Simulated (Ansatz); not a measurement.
## Run report: Rh, geometry relaxation

Rh (Fm-3m, 1 atom in the cell), set up with DFT, PBEsol, dispersion d3bjatm, plane waves, PAW (Ansatz 0.2.0).

The structure derives from an entry of the Crystallography Open Database.

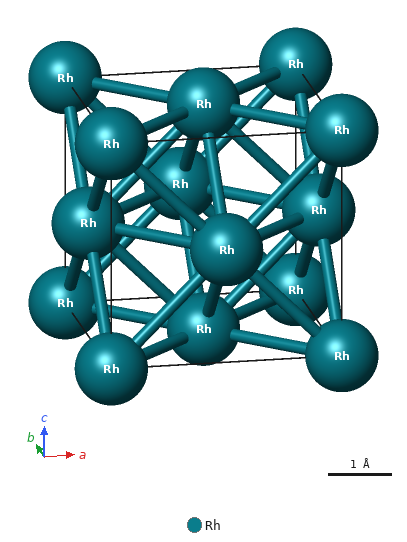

The structure as given in the input (ball-and-stick view of the cell 4 times as large as that of the calculation, set on its symmetry axes, seen at an oblique angle). Near neighbours in the crystal (not all of them lie inside the picture): Rh has 12 Rh at 2.67 Å.

**Input file**
```yaml
crystal:
  lattice:
    - [0.0, 1.8899965804, 1.8899965804]
    - [1.8899965804, 0.0, 1.8899965804]
    - [1.8899965804, 1.8899965804, 0.0]
  atoms:
    - { symbol: Rh, position: [0.0, 0.0, 0.0] }
basis:
  ecutrho_ratio: 8
kpoints:
  mp_grid: { grid: [20, 20, 20] }
hamiltonian:
  xc: pbesol
  pseudopotentials: { kind: paw, source: jth }
  dispersion: d3bjatm
scf:
  occupations: { method: fermi_dirac, width: 0.15 }
output:
  forces: true
  eigenvalues: true
  stress: true
relax:
  adjacent_minimum: "off"
  f_tol: 0.001
  max_steps: 60
  cell: { stress_tol: 0.01 }
```

Hardware: 1 thread of AMD EPYC (Zen 3), 32 GiB of memory available, shared host.

Launch command:
```bash
ansatz run input.yaml --threads 1 --pin off --max-ram 3072MiB --backend cpu --events-out ev --progress --plain --runs-dir out
```

**Output**
```
Error: inconsistent input (hamiltonian.pseudopotentials.source, hamiltonian.xc, hamiltonian.pseudopotentials.xc_functional): this build's library has no table of `source: jth` for `kind: paw` and the PBEsol files: it has one for `kind: paw` and the PBE files, or for `kind: paw` and the LDA files. Leave `source` out
```

**What the run reported**

| quantity | value |
| --- | --- |
| outcome | refused by the program |
| space group (tolerance 0.01 Å) | Fm-3m (225) |

**What went wrong**

Settings chosen away from the usual ones: hamiltonian.pseudopotentials set to {"kind": "paw", "source": "jth"}; basis.ecutrho_ratio set to 8; hamiltonian.dispersion set to d3bjatm; basis.ecutwfc removed. The program refused the input: “inconsistent input (hamiltonian.pseudopotentials.source, hamiltonian.xc, hamiltonian.pseudopotentials.xc_functional): this build's library has no table of `source: jth` for `kind: paw` and the PBEsol files: it has one for `kind: paw` and the PBE files, or for `kind: paw` and the LDA files. Leave `source` out” Results for this metal are sensitive to the k-point mesh.
